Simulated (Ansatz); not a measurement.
**TiC: density, localisation and related maps**

Input file:

```
crystal:
  lattice:
    - [0.0, 4.3327798708, -4.3327798708]
    - [4.3327798708, 4.3327798708, 0.0]
    - [4.3327798708, 0.0, -4.3327798708]
  atoms:
    - { symbol: Ti, position: [0.0, 0.0, 0.5] }
    - { symbol: Ti, position: [0.0, 0.5, 0.5] }
    - { symbol: Ti, position: [0.5, 0.0, 0.5] }
    - { symbol: Ti, position: [0.5, 0.5, 0.5] }
    - { symbol: Ti, position: [0.0, 0.0, 1.0] }
    - { symbol: Ti, position: [0.0, 0.5, 1.0] }
    - { symbol: Ti, position: [0.5, 0.0, 1.0] }
    - { symbol: Ti, position: [0.5, 0.5, 1.0] }
    - { symbol: C, position: [0.25, 0.75, 0.25] }
    - { symbol: C, position: [0.25, 0.25, 0.25] }
    - { symbol: C, position: [0.75, 0.75, 0.25] }
    - { symbol: C, position: [0.75, 0.25, 0.25] }
    - { symbol: C, position: [0.25, 0.75, 0.75] }
    - { symbol: C, position: [0.25, 0.25, 0.75] }
    - { symbol: C, position: [0.75, 0.75, 0.75] }
    - { symbol: C, position: [0.75, 0.25, 0.75] }
basis:
  ecutwfc: 420
  xc_grid: 2
kpoints:
  mp_grid: { grid: [5, 5, 5], shift: [0.0, 0.0, 0.0] }
hamiltonian:
  xc: pbe
scf:
  occupations: { method: gaussian, width: 0.1 }
output:
  forces: true
  stress: true
  eigenvalues: true
  write_density: true
  write_potential: true
  elf: true
  volumetric_format: npy
```

Command:

```sh
ansatz run input.yaml --threads 4 --pin off --max-ram 10240MiB --backend cpu --events-out ev --progress --plain --runs-dir out
```

Space group Fm-3m; a structure from a database of computed crystals, not necessarily the ambient phase; computed without spin polarisation.

Level of theory: DFT PBE, scalar-relativistic, plane waves, PAW (Ansatz 0.2.0).

Core electrons are frozen (PAW), and the valence fields are smoothed inside the atomic spheres.

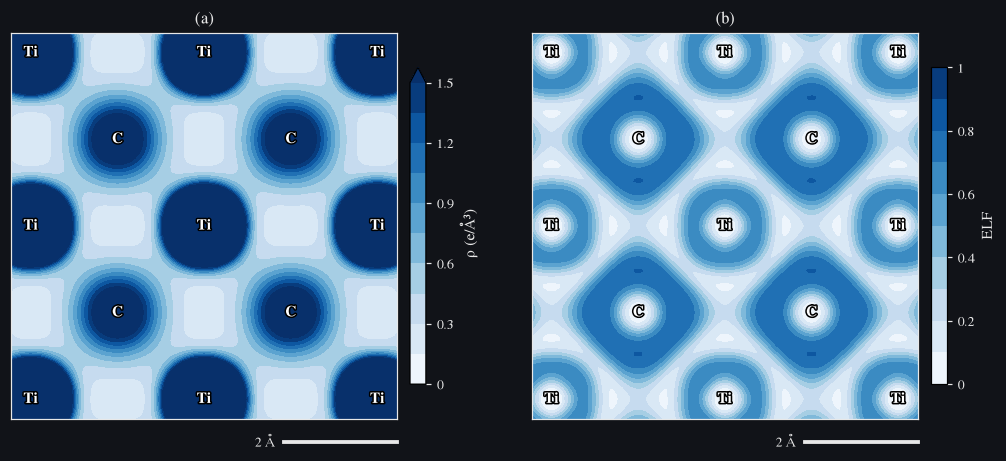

Figure 1. (a) valence electron density; (b) ELF on the (110) plane of the calculation cell.

**What do the fields say about this system?**

The section cuts through Ti and C sites. Ti–C (2.17 Å): the density is about 0.51 e/Å³ at the midpoint; the ELF peaks at about 0.80 in the valence shell of C, 0.7 Å from its nucleus, and is about 0.30 at the midpoint. Between the atoms the lowest density in this plane is 0.2 e/Å³. The features right at Ti lie inside the PAW spheres, where the map follows smoothed inner orbitals and isn't to be read closely.

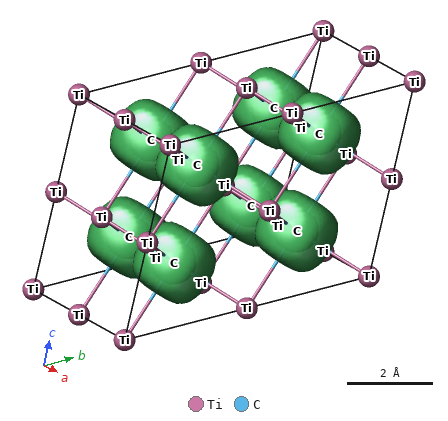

Figure 2. Isosurface of the ELF at 0.7 (green), seen slightly off an axis. Core shells and regions of very low density are left out. Sticks mark near contacts.

**What do the ELF domains correspond to?**

The ELF exceeds this value in eight regions wrapped around C (the valence shell of each), counted in one cell of 16 atoms. Regions shared between cells count once.

**Metal or insulator at this level of theory?**

It is gapless in this calculation (a metal or semimetal).
